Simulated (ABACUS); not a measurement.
**C: single-point calculation at one volume of an equation of state (part 2 of 2)**

The same run, continued: C (2 atoms in the cell); Kohn-Sham DFT of a periodic cell, r2SCAN, SG15 ONCV 1.2 PBE, no spin polarisation (ABACUS 3.10.1); cutoff 1292.54 eV, 8×8×8 k-mesh, fermi-dirac of 0.05 eV. The structure derives from an entry of the Crystallography Open Database. It belongs to a series of runs on one base structure; here: volume scaled by 0.94.

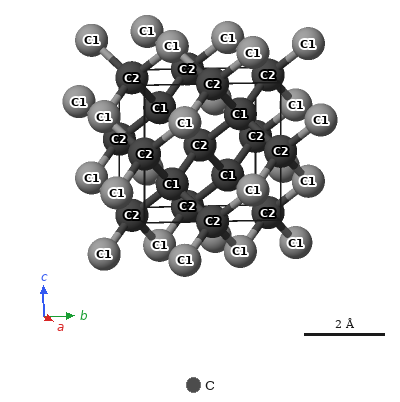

Fig. 1: The structure as given in the input (ball-and-stick view of the cell 4 times as large as that of the calculation, set on its symmetry axes, seen slightly off an axis; neighbours outside the cell are drawn fainter; atoms are numbered from 1 in the order of the input). An atom can appear more than once, as a periodic image.

What the program printed, continued
```
 PW ALGORITHM --------------- ION=   1  ELEC=   4--------------------------------

 Density error is 1.5110779335e-06
                          Error Threshold = 4.77718342649e-07
----------------------------------------------------------
     Energy           Rydberg                 eV
----------------------------------------------------------
 E_KohnSham     -22.7469203652       -309.4877289190
 E_Harris       -22.7486542557       -309.5113197096
 E_Fermi        1.2830420059         17.4566820542
----------------------------------------------------------

 PW ALGORITHM --------------- ION=   1  ELEC=   5--------------------------------

 Density error is 2.37747853922e-08
                          Error Threshold = 1.88884741687e-08
----------------------------------------------------------
     Energy           Rydberg                 eV
----------------------------------------------------------
 E_KohnSham     -22.7469205325       -309.4877311953
 E_Harris       -22.7466128587       -309.4835450783
 E_Fermi        1.2827652467         17.4529165509
----------------------------------------------------------

 PW ALGORITHM --------------- ION=   1  ELEC=   6--------------------------------

 Density error is 3.1803695861e-09
                          Error Threshold = 2.97184817403e-10
----------------------------------------------------------
     Energy           Rydberg                 eV
----------------------------------------------------------
 E_KohnSham     -22.7469205380       -309.4877312697
 E_KS(sigma->0) -22.7469205380       -309.4877312697
 E_Harris       -22.7470118717       -309.4889739288
 E_band         2.6578147238         36.1614244723
 E_one_elec     8.6728731908         118.0004934269
 E_Hartree      1.8762485638         25.5276713319
 E_xc           -7.1883951476        -97.8031334836
 E_Ewald        -26.1076471450       -355.2127625450
 E_entropy(-TS) -0.0000000000        -0.0000000000
 E_descf        0.0000000000         0.0000000000
 E_exx          0.0000000000         0.0000000000
 E_Fermi        1.2828161389         17.4536089747
----------------------------------------------------------

 charge density convergence is achieved
 final etot is -309.48773127 eV
 EFERMI = 17.453608975 eV

 STATE ENERGY(eV) AND OCCUPATIONS    NSPIN == 1
 1/8 kpoint (Cartesian) = 0.0000 0.0000 0.0000 (1139 pws)
       1       -9.18809     0.00390625
       2        14.4979     0.00390625
       3        14.4979     0.00390625
       4        14.4979     0.00390625
       5        20.5225    8.61651e-30
       6        20.5225    8.61651e-30
       7        20.5225    8.61651e-30
       8        29.4384        0.00000

 2/8 kpoint (Cartesian) = 0.050595 0.029211 0.020655 (1131 pws)
       1       -8.71711      0.0312500
       2        11.7695      0.0312500
       3        13.7531      0.0312500
       4        13.7531      0.0312500
       5        21.5019    2.14668e-37
       6        21.5019    2.14668e-37
       7        22.0201    6.76683e-42
       8        29.8417        0.00000

 3/8 kpoint (Cartesian) = 0.10119 0.058423 0.041311 (1122 pws)
       1       -7.31823      0.0312500
       2        7.13255      0.0312500
       3        12.5217      0.0312500
       4        12.5217      0.0312500
       5        22.9967    2.23141e-50
       6        22.9967    2.23141e-50
       7        23.4777    1.47854e-54
       8        30.8354        0.00000

 4/8 kpoint (Cartesian) = 0.15179 0.087634 0.061966 (1131 pws)
       1       -5.06497      0.0312500
       2        2.63902      0.0312500
       3        11.6479      0.0312500
       4        11.6479      0.0312500
       5        23.6104    1.04169e-55
       6        23.6104    1.04169e-55
       7        24.1088    4.87985e-60
       8        31.6245        0.00000

 5/8 kpoint (Cartesian) = 0.20238 0.11685 0.082622 (1158 pws)
       1       -2.89520      0.0156250
       2      -0.313130      0.0156250
       3        11.3446      0.0156250
       4        11.3446      0.0156250
       5        23.6638    1.78808e-56
       6        23.6638    1.78808e-56
       7        24.2810    7.79075e-62
       8        31.8030        0.00000

 6/8 kpoint (Cartesian) = 0.050595 0.029211 -0.041311 (1134 pws)
       1       -8.56028      0.0234375
       2        12.5323      0.0234375
       3        12.5323      0.0234375
       4        13.0201      0.0234375
       5        20.0700    4.40635e-25
       6        23.0635    4.39444e-51
       7        23.0635    4.39444e-51
       8        29.3290        0.00000

[... levels at 2 further k points ...]

------------------------------------------------------------------------------------------
 TOTAL-FORCE (eV/Angstrom)
------------------------------------------------------------------------------------------
                        C1         0.0000000000         0.0000000000         0.0000000000
                        C2         0.0000000000         0.0000000000         0.0000000000
------------------------------------------------------------------------------------------

----------------------------------------------------------------
 TOTAL-STRESS (KBAR)
----------------------------------------------------------------
       277.0232579385         0.0000000000        -0.0000000000
        -0.0000000000       277.0232579291         0.0000000000
        -0.0000000000        -0.0000000000       277.0232579372
----------------------------------------------------------------
 TOTAL-PRESSURE: 277.023258 KBAR

 --------------------------------------------
 !FINAL_ETOT_IS -309.4877312696800118 eV
 --------------------------------------------
```

Standard output
```
ABACUS v3.10.1

               Atomic-orbital Based Ab-initio Computation at UStc

 dft_functional readin is: MGGA_X_R2SCAN+MGGA_C_R2SCAN
 dft_functional in pseudopot file is: PBE
 Please make sure this is what you need
 UNIFORM GRID DIM        : 30 * 30 * 30
 UNIFORM GRID DIM(BIG)   : 30 * 30 * 30
func,idMGGA_X_R2SCAN 497
func,idMGGA_C_R2SCAN 498
 ---------------------------------------------------------
 Self-consistent calculations for electrons
 ---------------------------------------------------------
 SPIN    KPOINTS         PROCESSORS  THREADS
 1       29              4           4
 ---------------------------------------------------------
 Use plane wave basis
 ---------------------------------------------------------
 ELEMENT NATOM       XC
 C       2
 ---------------------------------------------------------
 Initial plane wave basis and FFT box
 ---------------------------------------------------------
 -------------------------------------------
 SELF-CONSISTENT :
 -------------------------------------------
 START CHARGE      : atomic
 ITER       ETOT/eV          EDIFF/eV         DRHO         DKIN     TIME/s
 DA1     -3.09235133e+02   0.00000000e+00   1.1986e-01   2.3296e-01   0.55
 DA2     -3.09478688e+02  -2.43554996e-01   7.5935e-03   1.6799e-02   0.23
 DA3     -3.09487441e+02  -8.75276744e-03   3.8217e-05   1.4654e-03   0.26
 DA4     -3.09487729e+02  -2.88298129e-04   1.5111e-06   5.2433e-04   0.30
 DA5     -3.09487731e+02  -2.27627656e-06   2.3775e-08   9.4380e-05   0.25
 DA6     -3.09487731e+02  -7.43813505e-08   3.1804e-09   1.1332e-04   0.29
----------------------------------------------------------------
 TOTAL-STRESS (KBAR)
----------------------------------------------------------------
       277.0232579385         0.0000000000        -0.0000000000
        -0.0000000000       277.0232579291         0.0000000000
        -0.0000000000        -0.0000000000       277.0232579372
----------------------------------------------------------------
 TOTAL-PRESSURE: 277.023258 KBAR
```

The run was set up as follows.

Input
```python
"""ABACUS run from a structure file: ASE reads it, the script writes STRU, KPT and INPUT."""
import re
import subprocess
from ase.io import read
from ase.units import Bohr

atoms = read("C.cif")
atoms = atoms[(-atoms.numbers).argsort(kind="stable")]  # ABACUS lists atoms element by element
pseudo = {'C': 'C_ONCV_PBE-1.2.upf'}
orbital = {}
magmoms = None
kmesh = [8, 8, 8]
params = {
    'suffix': 'C',
    'calculation': 'scf',
    'basis_type': 'pw',
    'pseudo_dir': './',
    'symmetry': 1,
    'dft_functional': 'MGGA_X_R2SCAN+MGGA_C_R2SCAN',
    'ecutwfc': 95,
    'pseudo_rcut': 7,
    'nspin': 1,
    'nbands': 8,
    'ks_solver': 'dav',
    'smearing_method': 'fd',
    'smearing_sigma': 0.00367493,
    'scf_thr': 1e-08,
    'scf_nmax': 100,
    'mixing_type': 'broyden',
    'mixing_beta': 0.7,
    'cal_force': 1,
    'cal_stress': 1,
    'mixing_tau': 1,
    'kpar': 4,
}

symbols = atoms.get_chemical_symbols()
elements = list(dict.fromkeys(symbols))
lines = ["ATOMIC_SPECIES"] + [f"{e} {atoms.get_masses()[symbols.index(e)]:.4f} {pseudo[e]}" for e in elements]
if orbital:
    lines += ["", "NUMERICAL_ORBITAL"] + [orbital[e] for e in elements]
lines += ["", "LATTICE_CONSTANT", f"{1 / Bohr:.10f}", "", "LATTICE_VECTORS"]
lines += [" ".join(f"{x:.10f}" for x in v) for v in atoms.cell]
lines += ["", "ATOMIC_POSITIONS", "Direct"]
for e in elements:
    lines += ["", e, "0.0", str(symbols.count(e))]
    for i, p in enumerate(atoms.get_scaled_positions(wrap=False)):
        if symbols[i] == e:
            mag = "" if magmoms is None else " mag " + " ".join(str(x) for x in (magmoms[i] if isinstance(magmoms[i], list) else [magmoms[i]]))
            lines.append(" ".join(f"{x:.10f}" for x in p) + " 1 1 1" + mag)
open("STRU", "w").write("\n".join(lines) + "\n")
open("KPT", "w").write("K_POINTS\n0\nGamma\n%d %d %d 0 0 0\n" % tuple(kmesh))
open("INPUT", "w").write("INPUT_PARAMETERS\n" + "".join(f"{k:<20s}{v}\n" for k, v in params.items()))

done = subprocess.run(['mpirun', '-np', '4', 'abacus'])
if done.returncode:
    raise SystemExit(done.returncode)
log = open("OUT.C/running_scf.log").read()
print("final energy (eV):", re.findall(r"FINAL_ETOT_IS (\S+)", log))
```

File C.cif
```
data_C
_cell_length_a 2.47058086
_cell_length_b 2.47058086
_cell_length_c 2.47058086
_cell_angle_alpha 60.00000000
_cell_angle_beta 60.00000000
_cell_angle_gamma 60.00000000
_space_group_name_H-M_alt 'P1'
_space_group_name_Hall 'P 1'
_space_group_IT_number 1
loop_
_space_group_symop_operation_xyz
'x,y,z'
loop_
_atom_site_label
_atom_site_type_symbol
_atom_site_symmetry_multiplicity
_atom_site_Wyckoff_symbol
_atom_site_fract_x
_atom_site_fract_y
_atom_site_fract_z
_atom_site_occupancy
C1 C 1 a 0.7500000000 0.7500000000 0.7500000000 1
C2 C 1 a 0.5000000000 0.5000000000 0.5000000000 1
```

File INPUT
```
INPUT_PARAMETERS
suffix              C
calculation         scf
basis_type          pw
pseudo_dir          ./
symmetry            1
dft_functional      MGGA_X_R2SCAN+MGGA_C_R2SCAN
ecutwfc             95
pseudo_rcut         7
nspin               1
nbands              8
ks_solver           dav
smearing_method     fd
smearing_sigma      0.00367493
scf_thr             1e-08
scf_nmax            100
mixing_type         broyden
mixing_beta         0.7
cal_force           1
cal_stress          1
mixing_tau          1
kpar                4
```

File STRU
```
ATOMIC_SPECIES
C 12.0110 C_ONCV_PBE-1.2.upf

LATTICE_CONSTANT
1.8897261258

LATTICE_VECTORS
2.4705808600 0.0000000000 0.0000000000
1.2352904300 2.1395857869 0.0000000000
1.2352904300 0.7131952623 2.0172208251

ATOMIC_POSITIONS
Direct

C
0.0
2
0.7500000000 0.7500000000 0.7500000000 1 1 1
0.5000000000 0.5000000000 0.5000000000 1 1 1
```

File KPT
```
K_POINTS
0
Gamma
8 8 8 0 0 0
```

Command:
```bash
OMP_NUM_THREADS=1 python run_abacus.py > log
```

Key numbers

```csv
quantity,value
outcome,converged
space group (tolerance 0.01 Å),Fd-3m (227)
electrons treated,8
free energy,−309.4877 eV
Fermi energy,17.454 eV
gap on the k-point mesh,4.41 eV
pressure,27.70 GPa
largest force (length of the vector),under 0.001 eV/Å
hardware,"4 threads of AMD EPYC (Zen 5), 32 GiB of memory available, shared host"
wall time,2.6 s (CPU time 9.2 s)
peak memory,0.36 GiB
```

Remarks

The cell is under a pressure of 28 GPa at this level, so it is not at its equilibrium volume.
